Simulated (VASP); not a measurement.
# BAs: structure and properties in VASP, part 2 of 2

Aim: relax BAs with r2SCAN + rVV10, compute its properties on that cell and hold them against experiment. The start is a cell from a database of measured crystal structures.

VASP 6.6.1, plane waves and PAW; the level of theory is named at each step.

So far. Step 7 (Elastic constants (r2SCAN + rVV10)): B/G is 1.06, which by Pugh's rule of thumb (1.75) points to a brittle solid. The Zener ratio 2C44/(C11 - C12) is 1.43, where 1 means isotropic. With the density of 5.21 g/cm³ the Hill moduli give sound speeds of 7.92 km/s (longitudinal) and 5.12 km/s (transverse), and from their mean a Debye temperature of 700 K. The relaxed cell has a = 4.780 Å (conventional setting).

## (9) Independent-particle dielectric function (r2SCAN + rVV10)

LOPTICS sums transitions from filled to empty bands. The mesh is finer than in the run before. NBANDS is raised for it.

INCAR reads:

```
SYSTEM = BAs
PREC = Accurate
ENCUT = 420
EDIFF = 1E-06
NELM = 100
ISMEAR = 0
SIGMA = 0.05
LREAL = .FALSE.
ALGO = Normal
METAGGA = R2SCAN
LUSE_VDW = .TRUE.
IVDW_NL = 2
BPARAM = 11.95
CPARAM = 0.0093
LASPH = .TRUE.
NBANDS = 20
LORBIT = 11
LWAVE = .FALSE.
LCHARG = .FALSE.
KPAR = 2
LOPTICS = .TRUE.
NEDOS = 1500
CSHIFT = 0.1
```

POSCAR reads:

```
BAs
1.0
    0.0000000000      2.3898420644      2.3898420644
    2.3898420644      0.0000000000      2.3898420644
    2.3898420644      2.3898420644      0.0000000000
B As
1 1
Direct
    0.0000000000      0.0000000000      0.0000000000
    0.2500000000      0.2500000000      0.2500000000
```

KPOINTS reads:

```
Automatic mesh
0
Gamma
10 10 10
0 0 0
```

Potentials, in the order of the species: B and As (PBE family, release 64).

On the command line:

```sh
> mpirun -np 2 vasp_std
```

The job ended after 22 s (2 MPI ranks of Intel Xeon 6975P-C (Granite Rapids), shared host; peak memory 0.44 GiB; 42 s of CPU time).

These are independent-particle spectra without excitons or local fields, and fine structure depends on the mesh and on CSHIFT.

This step gave:

```yaml
scf_cycles: 12
bands: 20
irreducible_k_points: 47
fermi_energy: 6.219 eV
pressure: 0.004393 GPa
```

The imaginary dielectric function, xx has structure finer than the step of the table below, so its rows give means over 1 eV, whole bins alone (the curve runs from 0 to 25.0 eV). Peaks (eV: height): 4.8: 15.8, 5.9: 43.8, 7.4: 23.0.

Imaginary dielectric function, xx against photon energy; means over each step:

| photon energy (eV) | imaginary dielectric function, xx |
| --- | --- |
| 1 | 0.0566 |
| 2 | 0.152 |
| 3 | 0.758 |
| 4 | 6.48 |
| 5 | 13.2 |
| 6 | 22.7 |
| 7 | 15.5 |
| 8 | 9.26 |
| 9 | 2.93 |
| 10 | 2.66 |
| 11 | 2.64 |
| 12 | 1.41 |
| 13 | 1.28 |
| 14 | 1.01 |
| 15 | 0.834 |
| 16 | 0.662 |
| 17 | 0.521 |
| 18 | 0.411 |
| 19 | 0.380 |
| 20 | 0.369 |
| 21 | 0.240 |
| 22 | 0.231 |
| 23 | 0.119 |
| 24 | 0.124 |

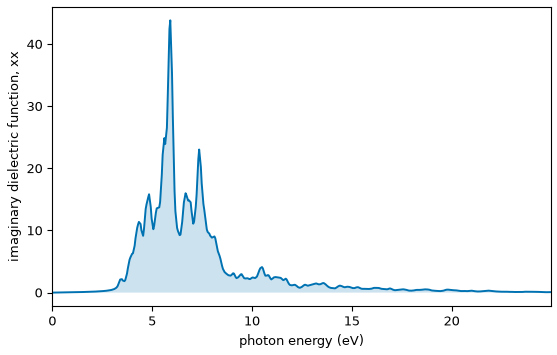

Imaginary dielectric function, xx, plotted against photon energy.

The real dielectric function, xx by photon energy:

| photon energy (eV) | real dielectric function, xx |
| --- | --- |
| 0 | 9.41 |
| 2 | 10.6 |
| 4 | 17.9 |
| 6 | -14.6 |
| 8 | -8.01 |
| 10 | -2.55 |
| 12 | -2.52 |
| 14 | -1.45 |
| 16 | -0.669 |
| 18 | -0.397 |
| 20 | -0.234 |
| 22 | -0.0755 |
| 24 | 0.181 |

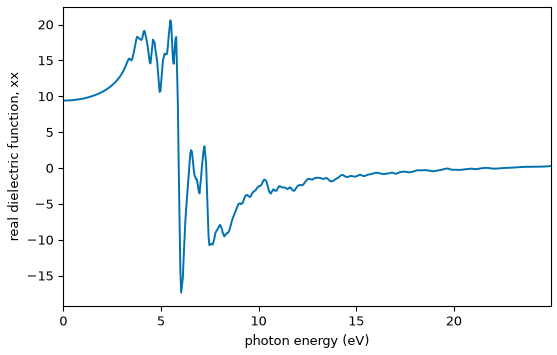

Real dielectric function, xx against photon energy.

Its static limit, 9.41, stands beside 9.08 from the response with local fields; local fields, the finite band count and the meshes make the difference. The mean of ε2 over directions passes 5 % of its top at 3.74 eV, against a least direct gap of 3.44 eV on this mesh, so the first direct transitions are weak, forbidden or few. The indirect gap (1.33 eV in the band run) doesn't show, since phonons are left out.

## (10) Band structure (r2SCAN + rVV10 + SOC)

This step: r2SCAN with rVV10, spin-orbit coupling; plane waves and PAW (B, As) (VASP 6.6.1).

The mesh alone shows little of the dispersion and can miss band extrema, so KPOINTS_OPT adds a path through the symmetry points after the self-consistent cycle. Spin-orbit coupling needs spinors and the noncollinear program, where each band holds one electron.

Changes to INCAR since step 9:

```diff
@@ -15,3 +15,7 @@
 LASPH = .TRUE.
+LNONCOLLINEAR = .TRUE.
+MAGMOM = 0 0 0 0 0 0
 NBANDS = 20
+GGA_COMPAT = .FALSE.
+LSORBIT = .TRUE.
 LORBIT = 11
@@ -20,4 +24 @@
 KPAR = 2
-LOPTICS = .TRUE.
-NEDOS = 1500
-CSHIFT = 0.1
```

POSCAR is that of step 9.

KPOINTS reads:

```
Automatic mesh
0
Gamma
6 6 6
0 0 0
```

KPOINTS_OPT reads:

```
Line mode
16
Line-mode
Reciprocal
  0.00000000   0.00000000   0.00000000 GAMMA
  0.50000000   0.00000000   0.50000000 X

  0.50000000   0.00000000   0.50000000 X
  0.50000000   0.25000000   0.75000000 W

  0.50000000   0.25000000   0.75000000 W
  0.37500000   0.37500000   0.75000000 K

  0.37500000   0.37500000   0.75000000 K
  0.00000000   0.00000000   0.00000000 GAMMA

  0.00000000   0.00000000   0.00000000 GAMMA
  0.50000000   0.50000000   0.50000000 L

  0.50000000   0.50000000   0.50000000 L
  0.62500000   0.25000000   0.62500000 U

  0.62500000   0.25000000   0.62500000 U
  0.50000000   0.25000000   0.75000000 W

  0.50000000   0.25000000   0.75000000 W
  0.50000000   0.50000000   0.50000000 L

  0.50000000   0.50000000   0.50000000 L
  0.37500000   0.37500000   0.75000000 K

  0.62500000   0.25000000   0.62500000 U
  0.50000000   0.00000000   0.50000000 X
```

On the command line:

```sh
> mpirun -np 2 vasp_ncl
```

The job ended after 82 s (2 MPI ranks; peak memory 0.58 GiB).

Numbers from this step:

```yaml
irreducible_k_points: 22
free_energy_toten: -22.13 eV
fermi_energy: 6.293 eV
pressure: 0.05162 GPa
least_gap_on_mesh_and_path: 1.266 eV
least_direct_gap_on_mesh_and_path: 3.234 eV
conduction_bottom_at_k: 0.4, 0, 0.4
```

On-site spin-orbit energy by atom:

| atom | on-site spin-orbit energy (eV) |
| --- | --- |
| B1 | 0.0000 |
| As2 | -0.0204 |

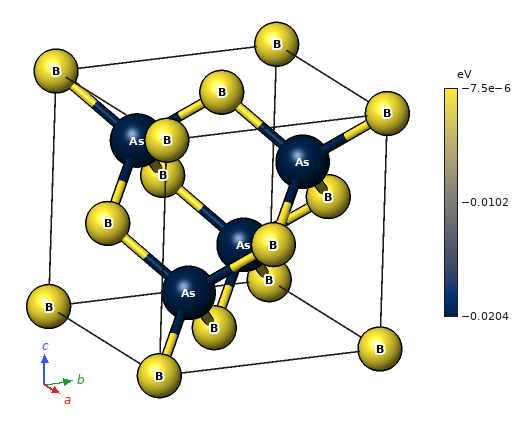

Atoms coloured by on-site spin-orbit energy. Bonds to atoms that aren't drawn are left out. Some periodic images of atoms are drawn too.

Electronic bands along the path, in eV, zero at the valence-band top; v1 is the highest filled band, c1 the lowest empty one:

| point | v4 | v3 | v2 | v1 | c1 | c2 | c3 | c4 |
| --- | --- | --- | --- | --- | --- | --- | --- | --- |
| Γ | 0.00 | 0.00 | 0.00 | 0.00 | 3.23 | 3.23 | 3.44 | 3.44 |
| X | -4.44 | -4.44 | -4.31 | -4.31 | 1.51 | 1.51 | 1.58 | 1.58 |
| W | -5.89 | -5.75 | -5.51 | -5.50 | 5.58 | 5.58 | 6.38 | 6.38 |
| K | -6.34 | -6.25 | -3.76 | -3.75 | 2.17 | 2.18 | 5.85 | 5.89 |
| Γ | 0.00 | 0.00 | 0.00 | 0.00 | 3.23 | 3.23 | 3.44 | 3.44 |
| L | -2.08 | -2.08 | -1.93 | -1.93 | 2.88 | 2.88 | 4.93 | 4.93 |
| U | -6.34 | -6.25 | -3.76 | -3.75 | 2.17 | 2.18 | 5.85 | 5.89 |
| W | -5.89 | -5.75 | -5.51 | -5.50 | 5.58 | 5.58 | 6.38 | 6.38 |
| L | -2.08 | -2.08 | -1.93 | -1.93 | 2.88 | 2.88 | 4.93 | 4.93 |
| K | -6.34 | -6.25 | -3.76 | -3.75 | 2.17 | 2.18 | 5.85 | 5.89 |
| jump to U | -6.34 | -6.25 | -3.76 | -3.75 | 2.17 | 2.18 | 5.85 | 5.89 |
| X | -4.44 | -4.44 | -4.31 | -4.31 | 1.51 | 1.51 | 1.58 | 1.58 |

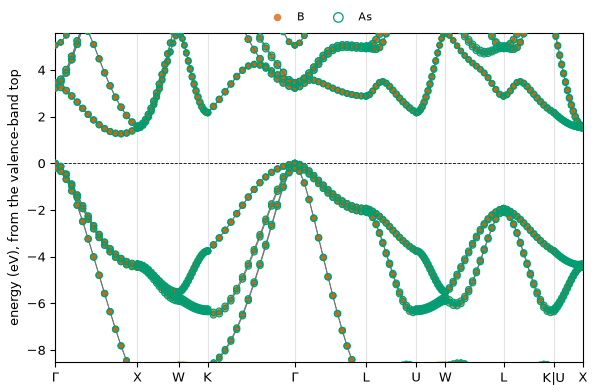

Electronic bands along the path; dots are coloured as in the legend, and their area grows with the weight.

The gap moves by -0.07 eV against r2SCAN with rVV10, which ran on another mesh.

## (11) A semilocal run for the hybrid's start

This step: r2SCAN; plane waves and PAW (B, As) (VASP 6.6.1).

A hybrid converges badly from random orbitals, so a cheap semilocal run writes a WAVECAR on the same mesh first.

INCAR reads:

```
SYSTEM = BAs
PREC = Accurate
ENCUT = 420
EDIFF = 1E-05
NELM = 100
ISMEAR = 0
SIGMA = 0.05
LREAL = .FALSE.
ALGO = Normal
METAGGA = R2SCAN
LASPH = .TRUE.
NBANDS = 10
LORBIT = 11
LWAVE = .TRUE.
LCHARG = .FALSE.
KPAR = 2
```

POSCAR is that of step 10.

KPOINTS reads:

```
Automatic mesh
0
Gamma
5 5 5
0 0 0
```

On the command line:

```sh
> mpirun -np 2 vasp_std
```

The job ended after 4.2 s (2 MPI ranks; peak memory 0.25 GiB; 6.9 s of CPU time).

A gap read on the k-mesh alone can miss the band edges.

This step gave:

```yaml
scf_cycles: 11
bands: 10
irreducible_k_points: 10
free_energy_toten: -22.20 eV
fermi_energy: 6.302 eV
pressure: 0.8045 GPa
conduction_bottom_at_k: 0.4, 0.4, 0
gap_on_the_k_mesh: 1.366 eV
least_direct_gap_on_the_k_mesh: 3.439 eV
```

## (12) Bands along the symmetry lines (HSE06)

This step: HSE06; plane waves and PAW (B, As) (VASP 6.6.1).

HSE06 mixes in a quarter of exact exchange at short range, at far higher cost; in semiconductors this cures much of the gap error, while metals seldom gain.

INCAR reads:

```
SYSTEM = BAs
PREC = Accurate
ENCUT = 420
EDIFF = 1E-06
NELM = 100
ISMEAR = 0
SIGMA = 0.05
LREAL = .FALSE.
ALGO = Normal
LHFCALC = .TRUE.
AEXX = 0.25
GGA = PE
HFSCREEN = 0.2
LASPH = .TRUE.
NBANDS = 10
PRECFOCK = Fast
LORBIT = 11
LWAVE = .FALSE.
LCHARG = .FALSE.
KPAR = 2
```

POSCAR is that of step 11.

KPOINTS is that of step 11.

Changes to KPOINTS_OPT since step 10:

```diff
@@ -1,3 +1,3 @@
 Line mode
-16
+6
 Line-mode
```

The run starts from files that an earlier step left in the folder.

On the command line:

```sh
> mpirun -np 2 vasp_std
```

It took 55 s on 2 MPI ranks; peak memory 0.46 GiB; 1.8 min of CPU time.

The k-mesh is coarse for exact exchange; levels may shift by about 0.1 eV on a finer one.

This step gave:

```yaml
scf_cycles: 8
free_energy_toten: -13.24 eV
fermi_energy: 5.993 eV
least_gap_on_mesh_and_path: 1.867 eV
least_direct_gap_on_mesh_and_path: 4.137 eV
conduction_bottom_at_k: 0.4, 0, 0.4
```

The electronic bands at the labelled points (eV, zero at the valence-band top; v1 is the highest filled band, c1 the lowest empty one):

| point | v3 | v2 | v1 | c1 | c2 | c3 | c4 |
| --- | --- | --- | --- | --- | --- | --- | --- |
| Γ | 0.00 | 0.00 | 0.00 | 4.14 | 4.14 | 4.14 | 5.89 |
| X | -9.47 | -4.46 | -4.46 | 2.11 | 2.18 | 12.95 | 12.95 |
| W | -8.98 | -5.95 | -5.64 | 6.20 | 7.18 | 7.70 | 8.17 |
| K | -9.05 | -6.47 | -3.80 | 2.79 | 6.57 | 10.59 | 11.15 |
| Γ | 0.00 | 0.00 | 0.00 | 4.14 | 4.14 | 4.14 | 5.89 |
| L | -9.68 | -1.99 | -1.99 | 3.58 | 5.72 | 5.72 | 10.04 |
| U | -9.05 | -6.47 | -3.80 | 2.79 | 6.57 | 10.59 | 11.15 |
| W | -8.98 | -5.95 | -5.64 | 6.20 | 7.18 | 7.70 | 8.17 |
| L | -9.68 | -1.99 | -1.99 | 3.58 | 5.72 | 5.72 | 10.04 |
| K | -9.05 | -6.47 | -3.80 | 2.79 | 6.57 | 10.59 | 11.15 |
| jump to U | -9.05 | -6.47 | -3.80 | 2.79 | 6.57 | 10.59 | 11.15 |
| X | -9.47 | -4.46 | -4.46 | 2.11 | 2.18 | 12.95 | 12.95 |

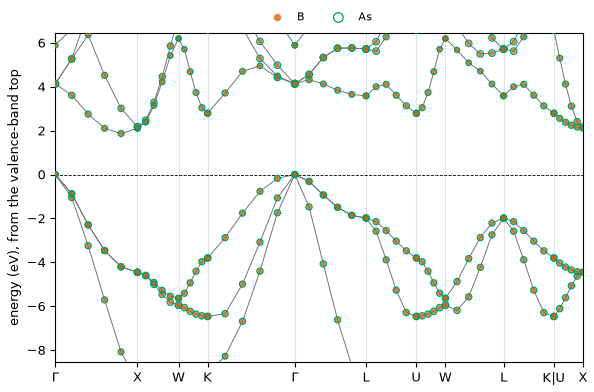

Electronic bands along the path; dots are coloured as in the legend, and their area grows with the weight.

The gap moves by +0.53 eV against r2SCAN with rVV10, which ran on another mesh.

## (13) Band structure (TB-mBJ)

This step: TB-mBJ; plane waves and PAW (B, As) (VASP 6.6.1).

Levels along the symmetry lines show where the bands peak and cross; KPOINTS_OPT computes them in the converged potential. TB-mBJ is a local potential fitted to gaps: it costs far less than a hybrid but gives no energy.

INCAR reads:

```
SYSTEM = BAs
PREC = Accurate
ENCUT = 420
EDIFF = 1E-06
NELM = 150
ISMEAR = 0
SIGMA = 0.05
LREAL = .FALSE.
ALGO = Normal
METAGGA = MBJ
LASPH = .TRUE.
NBANDS = 16
LORBIT = 11
LWAVE = .FALSE.
LCHARG = .FALSE.
KPAR = 2
```

POSCAR is that of step 12.

KPOINTS reads:

```
Automatic mesh
0
Gamma
7 7 7
0 0 0
```

Changes to KPOINTS_OPT since step 12:

```diff
@@ -1,3 +1,3 @@
 Line mode
-6
+16
 Line-mode
```

On the command line:

```sh
> mpirun -np 2 vasp_std
```

It took 12 s on 2 MPI ranks; peak memory 0.27 GiB; 22 s of CPU time.

This functional is a potential without an energy, so its energies, forces and stress mean nothing and are not read.

Numbers from this step:

| Property | Result |
| --- | --- |
| SCF cycles | 29 |
| bands | 16 |
| irreducible k-points | 20 |
| Fermi energy | 6.216 eV |
| least gap on mesh and path | 1.759 eV |
| least direct gap on mesh and path | 3.792 eV |

The electronic bands at the labelled points (eV, zero at the valence-band top; v1 is the highest filled band, c1 the lowest empty one):

| point | v3 | v2 | v1 | c1 | c2 | c3 | c4 |
| --- | --- | --- | --- | --- | --- | --- | --- |
| Γ | 0.00 | 0.00 | 0.00 | 3.79 | 3.79 | 3.79 | 5.54 |
| X | -8.55 | -3.93 | -3.93 | 1.95 | 2.15 | 12.38 | 12.38 |
| W | -8.15 | -5.21 | -4.94 | 5.82 | 6.77 | 7.28 | 7.55 |
| K | -8.19 | -5.66 | -3.35 | 2.64 | 6.18 | 9.97 | 10.65 |
| Γ | 0.00 | 0.00 | 0.00 | 3.79 | 3.79 | 3.79 | 5.54 |
| L | -8.61 | -1.74 | -1.74 | 3.26 | 5.28 | 5.28 | 9.98 |
| U | -8.19 | -5.66 | -3.35 | 2.64 | 6.18 | 9.97 | 10.65 |
| W | -8.15 | -5.21 | -4.94 | 5.82 | 6.77 | 7.28 | 7.55 |
| L | -8.61 | -1.74 | -1.74 | 3.26 | 5.28 | 5.28 | 9.98 |
| K | -8.19 | -5.66 | -3.35 | 2.64 | 6.18 | 9.97 | 10.65 |
| jump to U | -8.19 | -5.66 | -3.35 | 2.64 | 6.18 | 9.97 | 10.65 |
| X | -8.55 | -3.93 | -3.93 | 1.95 | 2.15 | 12.38 | 12.38 |

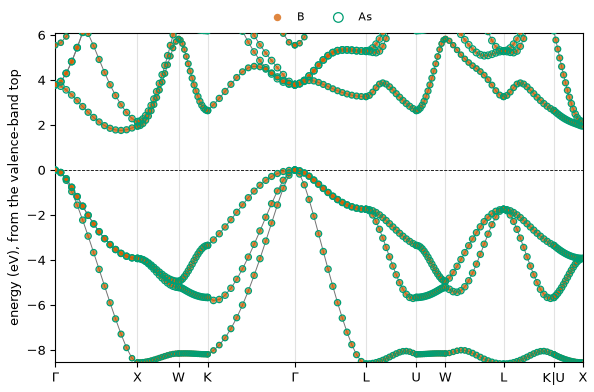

Electronic bands along the path; dots are coloured as in the legend, and their area grows with the weight.

The gap moves by +0.42 eV against r2SCAN with rVV10.

## (14) Outcome

```yaml
relaxed_volume: 13.65 Å³/atom
relaxed_conventional_cell_a_b_c: 4.780, 4.780, 4.780 Å
space_group_after_relaxing_within_0p02_a: F-43m (No. 216)
band_gap: 1.33 eV, indirect (least direct gap of that run 3.43 eV)
gap_among_the_points_of_the_dos_mesh_alone_an_upper_bound: 1.34 eV
highest_zone_centre_mode: 703 cm⁻¹
bulk_modulus_hill: 145 GPa
shear_modulus_hill: 137 GPa
debye_temperature_from_the_elastic_constants: 700 K
static_dielectric_constant_from_modes_and_born_charges_mean: 9.15
lo_mode_by_the_lyddane_sachs_teller_relation: 705 cm⁻¹
electronic_dielectric_constant_mean: 9.08
strongest_peak_of_eps_2_mean_over_directions: 5.91 eV
eps_1_at_zero_frequency_no_local_fields_mean: 9.41
band_gap_r2scan_rvv10_soc: 1.27 eV, indirect (least direct gap of that run 3.23 eV)
band_gap_hse06: 1.87 eV, indirect (least direct gap of that run 4.14 eV)
band_gap_tb_mbj: 1.76 eV, indirect (least direct gap of that run 3.79 eV)
```

In words: With r2SCAN + rVV10, BAs relaxes to 13.65 Å³/atom in space group F-43m (held by the symmetry of the run) and has an indirect gap of 1.33 eV (1.87 eV with HSE06). Against the listed cell the volume lies +0.2 %. Response to an electric field (r2SCAN + rVV10): Mean Born effective charge: B1 -0.4060, As2 0.4060 e. Band structure (r2SCAN + rVV10 + SOC): On this path the gap is indirect, 1.27 eV, with the valence top at Γ and the conduction bottom between Γ and X. The least direct gap is 3.23 eV. Bands along the symmetry lines (HSE06): On this path the gap is indirect, 1.87 eV, with the valence top at Γ and the conduction bottom between Γ and X. The least direct gap is 4.14 eV. Band structure (TB-mBJ): The path shows an indirect gap of 1.76 eV (valence top at Γ, conduction bottom between Γ and X). The least direct gap is 3.79 eV. The other levels ran on the cell relaxed with r2SCAN + rVV10, and without spin-orbit coupling unless named. Measured elastic constants soften with temperature, which the static lattice leaves out. Spin-orbit coupling moves the gap of r2SCAN + rVV10 by -0.07 eV and its direct gap by -0.20 eV; the levels run without it lack a shift of about this size, which bears on their distance from experiment. Semilocal functionals usually underestimate gaps. Modes at Γ alone can't show that the crystal is stable at other wave vectors, and the LO-TO splitting is not included. No search among competing phases was made, and a listed structure need not be the one stable at ambient conditions. All values are for a static lattice at zero temperature.

Computed beside measured:

| quantity | measured | r2SCAN with rVV10 | r2SCAN with rVV10, spin-orbit coupling | HSE06 | TB-mBJ |
| --- | --- | --- | --- | --- | --- |
| lattice constant a (Å) | 4.7741 | 4.780 (+0.1 %) | - | - | - |
| band gap (direct gap) (eV) | 4.12 | 3.43 (-0.69 eV) | 3.23 (-0.89 eV) | 4.14 (+0.02 eV) | 3.79 (-0.33 eV) |
| elastic constant C12 (GPa) | 79.5 | 71 (-10.7 %) | - | - | - |
| elastic constant C44 (GPa) | 149 | 158 (+6.0 %) | - | - | - |
| bulk modulus (Hill mean of the elastic tensor) (GPa) | 148 | 145 (-2.4 %) | - | - | - |

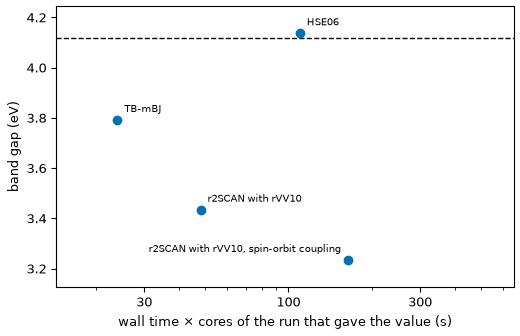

The band gap by level, against the cost of each run; the dashed line is the measured value.

Measured values from arxiv:1906.04101 (2019), arxiv:1911.04914 (2019) and arxiv:1911.11281 (2019).

How well it matches: The lattice constant a is off by +0.1 %: good agreement. For the band gap, of the levels listed nearest comes HSE06 (+0.02 eV, good agreement) and farthest r2SCAN with rVV10, spin-orbit coupling (-0.89 eV, a clear miss). An optical gap can lie under the band gap by the exciton's binding. Zero-point and thermal motion shift the measured gap. The elastic constant C12 is off by -10.7 %: fair agreement. The elastic constant C44 is off by +6.0 %: good agreement. The bulk modulus is off by -2.4 %: good agreement. The grades are ours: good and fair within 0.7 and 1.5 % for the lattice constant a and 5 and 12 % for the bulk modulus. Zero-point motion and thermal expansion (measured at up to 100 K) are not in the computed lattice constants and bulk modulus.

[Lines on the potential files, build, host, timing and source positions are cut from VASP's logs without a mark.]

[Logs are printed without paths, hosts, clocks, repeated set-up lines and the standing remarks that a program may print on its own settings, such as how far it seeks lower states.]

[Hosts, paths, dates, database ids (printed as entryN), source tags and the programs' standing remarks are cut or masked in the printed files.]

[A measured line is paired with the nearest computed mode of its activity, which favours agreement.]
